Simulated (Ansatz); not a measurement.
SiO2

Input

```
crystal:
  lattice:
    - [-4.5798011975, 4.5798011975, 4.1155784219]
    - [4.5798011975, -4.5798011975, 4.1155784219]
    - [4.5798011975, 4.5798011975, -4.1155784219]
  atoms:
    - { symbol: Si, position: [0.75543276, 0.11319685, 0.23211066] }
    - { symbol: Si, position: [0.88108619, 0.52332209, 0.76788934] }
    - { symbol: Si, position: [0.11319685, 0.75543276, 0.23211066] }
    - { symbol: Si, position: [0.47667791, 0.24456724, 0.35776409] }
    - { symbol: Si, position: [0.88680315, 0.11891381, 0.64223591] }
    - { symbol: Si, position: [0.52332209, 0.88108619, 0.76788934] }
    - { symbol: Si, position: [0.24456724, 0.47667791, 0.35776409] }
    - { symbol: Si, position: [0.11891381, 0.88680315, 0.64223591] }
    - { symbol: O, position: [0.28333307, 0.0, 0.28333307] }
    - { symbol: O, position: [0.9167487, 0.62593563, 0.0] }
    - { symbol: O, position: [0.63068491, 0.2378251, 0.25333888] }
    - { symbol: O, position: [0.71666693, 0.0, 0.71666693] }
    - { symbol: O, position: [0.62593563, 0.9167487, 0.0] }
    - { symbol: O, position: [0.62265398, 0.36931509, 0.6071402] }
    - { symbol: O, position: [0.36931509, 0.62265398, 0.6071402] }
    - { symbol: O, position: [0.08325129, 0.08325129, 0.70918692] }
    - { symbol: O, position: [0.98448622, 0.37734602, 0.74666112] }
    - { symbol: O, position: [0.0, 0.71666693, 0.71666693] }
    - { symbol: O, position: [0.2378251, 0.63068491, 0.25333888] }
    - { symbol: O, position: [0.01551378, 0.7621749, 0.3928598] }
    - { symbol: O, position: [0.0, 0.28333307, 0.28333307] }
    - { symbol: O, position: [0.7621749, 0.01551378, 0.3928598] }
    - { symbol: O, position: [0.37406437, 0.37406437, 0.29081307] }
    - { symbol: O, position: [0.37734602, 0.98448622, 0.74666112] }
basis:
  ecutwfc: 420
kpoints:
  mp_grid: { grid: [4, 4, 4] }
hamiltonian:
  xc: pbe
scf:
  occupations: { method: gaussian, width: 0.02 }
output:
  forces: true
  stress: true
  eigenvalues: true
  write_density: true
  write_potential: true
  elf: true
  volumetric_format: npy
relax:
  adjacent_minimum: "off"
  f_tol: 0.005
  max_steps: 80
  cell: { stress_tol: 0.05 }
```

Run with:

```sh
ansatz run input.yaml --threads 4 --pin off --max-ram 9216MiB --backend cpu --events-out ev --progress --plain --runs-dir out
```

Below, planes, directions and counts refer to the conventional cell (a = 9.24 Å, b = 9.24 Å, c = 8.33 Å, α = 90.00°, β = 90.00°, γ = 90.00°).

The fields are those of the run's last geometry, not of the input's.

Space group I-42m; a structure from a database of computed crystals, not necessarily the ambient phase.

Computed with DFT PBE, scalar-relativistic, plane waves, PAW (Ansatz).

Core electrons are frozen (PAW), and the valence fields are smoothed inside the atomic spheres.

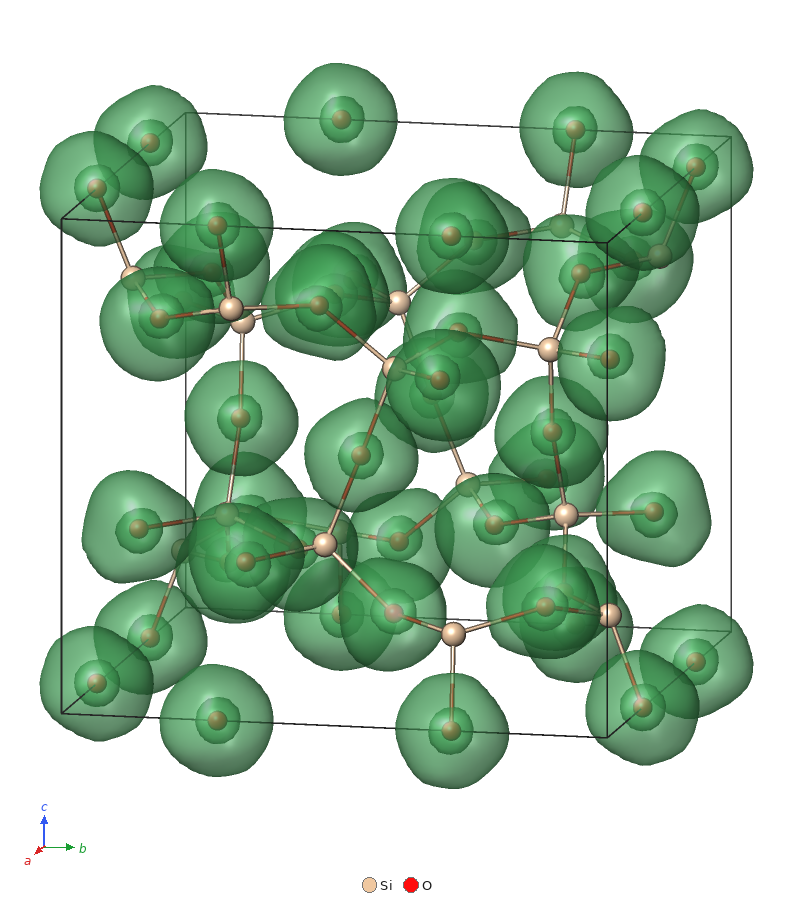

Figure 1. Isosurface of the ELF at 0.7 (green), seen slightly off an axis. Only the valence region is drawn (cores and ρ < 0.01 e/Å³ removed). Sticks mark near contacts.

Describe the localisation domains.

Answer. The surface consists of 32 regions on O in which the atom's valence shell and bonds are merged, counted in one cell of 48 atoms. Regions shared between cells count once. Profiles from the grid: Si–O (1.62 Å): the ELF peaks at about 0.85 between the atoms, as expected for a polar covalent bond.

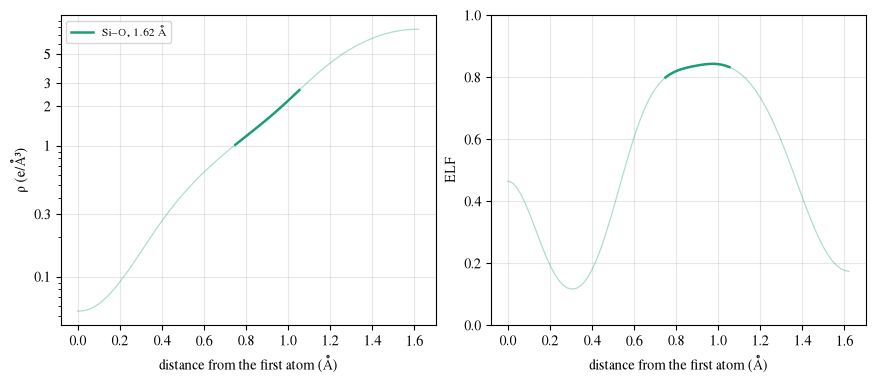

Figure 2. Valence charge density (pseudo) and ELF along straight lines between neighbouring atoms. Thin, pale parts lie inside the atomic spheres.

What kind of bonding do the profiles show?

Answer. Si–O (1.62 Å): ρ at the midpoint is about 1.2 e/Å³; the ELF peaks at about 0.85 between the atoms, as expected for a polar covalent bond.

Does the calculation make it a metal, or give it a gap?

Answer. It is gapped, with a Kohn–Sham gap of 5.6 eV on the k-point mesh, an upper bound to the gap of this method.
